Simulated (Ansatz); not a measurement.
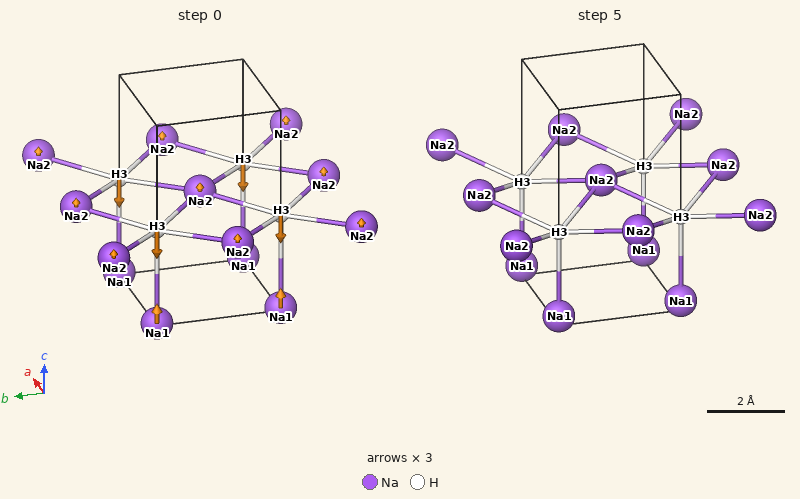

The structure of solid Na₂H (a generated structure, set up in P4mm) (coarse preliminary run) before (left) and after (right) a relaxation, at one scale. The orange arrows give the displacements (the part carried along by the change of the cell is left out), magnified 3 times.

A ball-and-stick model of the cell of the calculation, seen from a free direction.

All numbers below come from DFT PBE, scalar-relativistic, plane waves, PAW (Ansatz 0.2.0). Set-up: plane-wave cutoff 420 eV; k-point mesh 6 × 6 × 4; occupations gaussian; smearing width 0.1 eV; no spin polarisation; cell and atoms relaxed; force threshold 0.04 eV/Å; at most 70 steps.

**Summarise the run.**

Over 3 accepted moves (5 points after the start) the energy falls by 12.3 meV per atom. Largest force component: 0.042 eV/Å at the start, 0.012 eV/Å at the end. The pressure goes from 0.24 to 0.00 GPa. The line search rejected the trial step at point 3 of the run. At 1 point the geometry stayed and the basis and grid were re-selected for the new cell (energy shift of 0.4 meV per atom at most each time). H3 moves most relative to the cell: 0.28 Å along −c. Largest moves by element: H 0.28 Å, Na 0.19 Å. The drawn cell changes as follows: a = b 3.366 → 3.314 Å (−1.6 %), c 5.709 → 6.169 Å (+8.1 %); the volume changes by +4.7 %. Among the contacts that change: Na1–H3 2.650 → 2.399 Å, Na1–Na1 3.366 → 3.314 Å, Na2–H3 2.387 → 2.406 Å. Bond angles that change, for instance: H3–Na2–H3 171.7° → 153.7°, Na2–H3–Na2 171.7° → 153.7°, Na2–H3–Na2 89.7° → 87.0°. The space group stays P4mm (No. 99).
